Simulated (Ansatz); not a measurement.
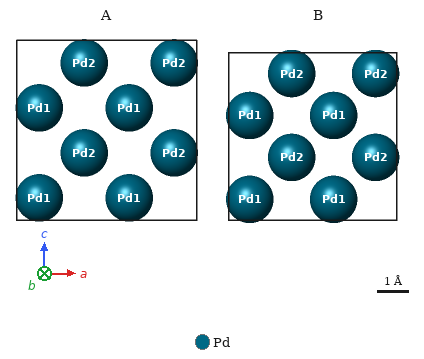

Two geometries of a crystal of Pd (a generated structure, set up in Fd-3m), drawn at one scale. One is the start of a relaxation, the other its converged end. A spheres-only model of the conventional cell (4 times the calculation's cell), seen along the b axis. Lengths and directions refer to the drawn axes.

These are results of DFT, PBE, plane waves (420 eV) with PAW, scalar-relativistic (Ansatz), not measurements. Set-up: plane-wave cutoff 420 eV; k-point mesh 10 × 10 × 10; occupations fermi dirac; smearing width 0.05 eV; collinear spin; cell and atoms relaxed; force threshold 0.01 eV/Å; at most 60 steps.

Q: Which geometry has the lower energy?

A: Structure A is the relaxed one. Phase: diamond. No atom moves by more than 0.005 Å relative to the cell. Cell: a = b = c 5.416 → 5.809 Å (+7.2 %). Volume +23.3 %. Near-neighbour distances that change, for instance: Pd1–Pd2 2.345 → 2.515 Å. The space group stays Fd-3m (No. 227). After 5 accepted moves (7 points after the start) the energy has fallen by 288 meV per atom. All forces vanish by symmetry, so only the cell relaxes. The pressure goes from 24.90 to 0.03 GPa. At 2 points the geometry stayed and the basis and grid were re-selected for the new cell (energy shift of 2.8 meV per atom at most each time). The program noted that the starting moments weren't kept.
